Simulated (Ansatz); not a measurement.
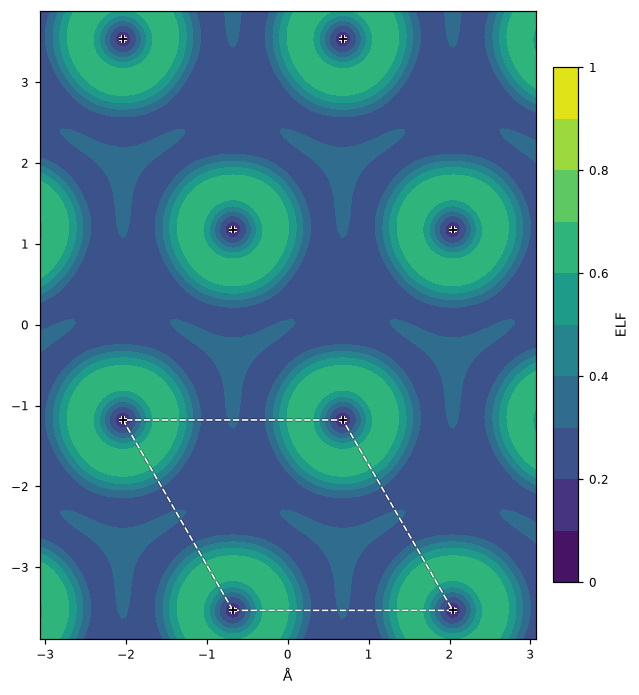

The electron localisation function on a plane through atoms (crosses mark nuclei in the plane).

All numbers below come from Ansatz 0.2.0, DFT PBE, scalar-relativistic, plane waves, PAW.

Candidates:
A. SiC, a = 4.38 Å, b = 4.38 Å, c = 4.38 Å, α = 90.00°, β = 90.00°, γ = 90.00°. Space group F-43m.
B. Al, a = 4.04 Å, b = 4.04 Å, c = 4.04 Å, α = 90.00°, β = 90.00°, γ = 90.00°. Space group Fm-3m; computed without spin polarisation.
C. Ru, a = 2.72 Å, b = 2.72 Å, c = 4.30 Å, α = 90.00°, β = 90.00°, γ = 120.00°. Space group P6₃/mmc; computed without spin polarisation.

> Which system is this?

Candidate C: Ru on the (001) plane of the conventional cell, which holds Ru. Ru–Ru (2.72 Å): the ELF is about 0.30 at the midpoint.
